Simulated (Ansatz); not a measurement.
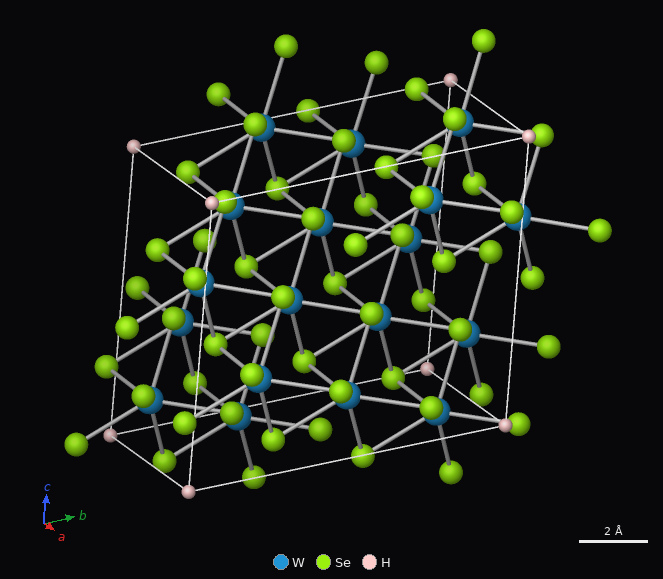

View slightly off an axis, drawn as a ball-and-stick model. The wireframe shows the simulation cell. Some neighbours outside the box are added.

Notes on the structure:

- The solid is HW$_{12}$Se$_{24}$.
- All rotations and mirrors are lost; the group is P1.
- With Z = 1, the cell contains 1 H, 12 W, 24 Se.
- The neighbours of W are six Se in a trigonal prismatic arrangement at about 2.5 to 2.6 Å. The neighbours of Se are three W in a trigonal pyramidal arrangement at about 2.5 to 2.6 Å. Not all metal-metal contacts are counted.
- The bonds build WSe2 layers parallel to (111); H atoms get no bond from the drawing's distance rule.

The model was built from a structure listed in the Materials Project, repeated into a supercell with a point defect put in. The atoms were relaxed in a fixed cell with DFT PBE+D3(BJ), scalar-relativistic, plane waves, PAW (Ansatz).
